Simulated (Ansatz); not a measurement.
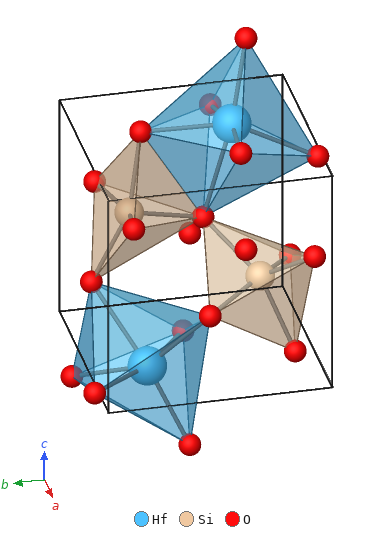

The crystal in a polyhedral representation, seen from a general direction. Atoms at the boundary of the conventional unit cell (the box) are drawn once for each face, edge or corner they touch. Some neighbours outside the box are added.

HfSiO$_{4}$, space group P2_1 (No. 4), a = 4.60 Å, b = 5.09 Å, c = 5.29 Å, α = 90.00°, β = 92.35°, γ = 90.00°.

Setup: DFT, PBE0, plane waves, PAW in Ansatz 0.2.0; plane waves up to 420 eV, k-points about 0.34 Å⁻¹ apart, no spin polarisation.

Predict the gap.

An insulator at this level, with a gap of 6.07 eV, indirect; the smallest direct gap is 6.33 eV.

Give the pressure and its sign.

The computed pressure is -0.4 GPa (stretched: it would shrink).

Starting structure: a structure type filled with these elements by a generator (whether the compound takes this form wasn't checked). Earlier steps of the study, as a rule a relaxation of our own, may have changed the cell and positions, so they can lie some per cent off the listed ones. Ansatz was used for an electronic-structure calculation on it.
